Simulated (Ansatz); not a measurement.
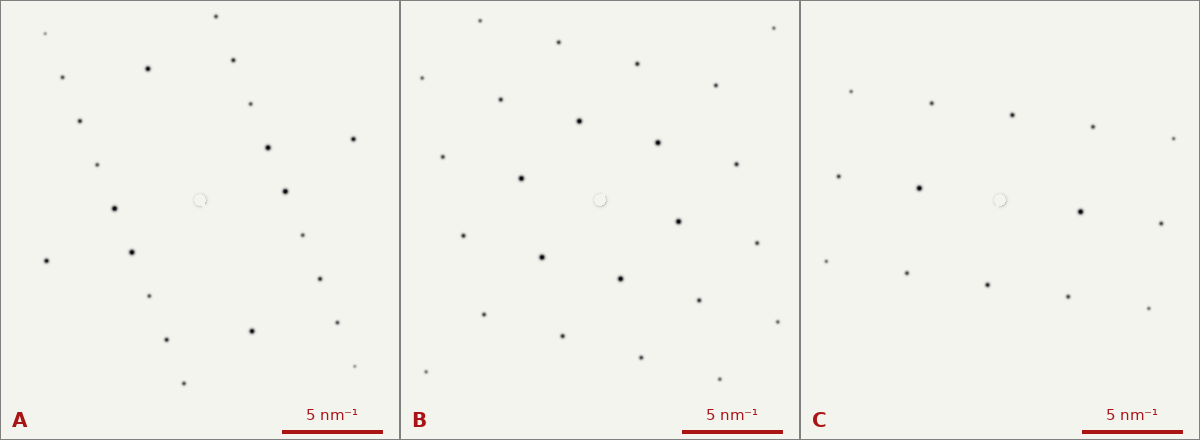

Computed electron diffraction patterns, 200 kV, single scattering only, B = 0.5 Å².

All three come from Ge, space group P6/mmm (No. 191), a = 4.91 Å, c = 2.79 Å (hexagonal axes). Structure: the input geometry of an electronic-structure calculation (not necessarily at equilibrium); the starting structure was generated, so it need not be a known form of this composition.

```
Ge
1.0
     4.90877    0.00000    0.00000
    -2.45438    4.25112    0.00000
     0.00000    0.00000    2.78634
Ge
3
Direct
  0.00000 0.00000 0.00000
  0.33333 0.66667 0.50000
  0.66667 0.33333 0.50000
```

Assign the zone axes [001], [101], [212] to A, B and C.

A is [101]: centred rectangular net of 0 1 0 (itself too weak to see) at d = 4.25 Å and 1 0 -1 at d = 2.33 Å, at 74.1°. B is [001]: hexagonal net of 2 -1 0 at d = 2.45 Å and 1 1 0 at d = 2.45 Å, at 60.0°. C is [212]: rectangular net of -1 2 0 at d = 2.45 Å and -1 0 1 at d = 2.33 Å, at 90.0°.
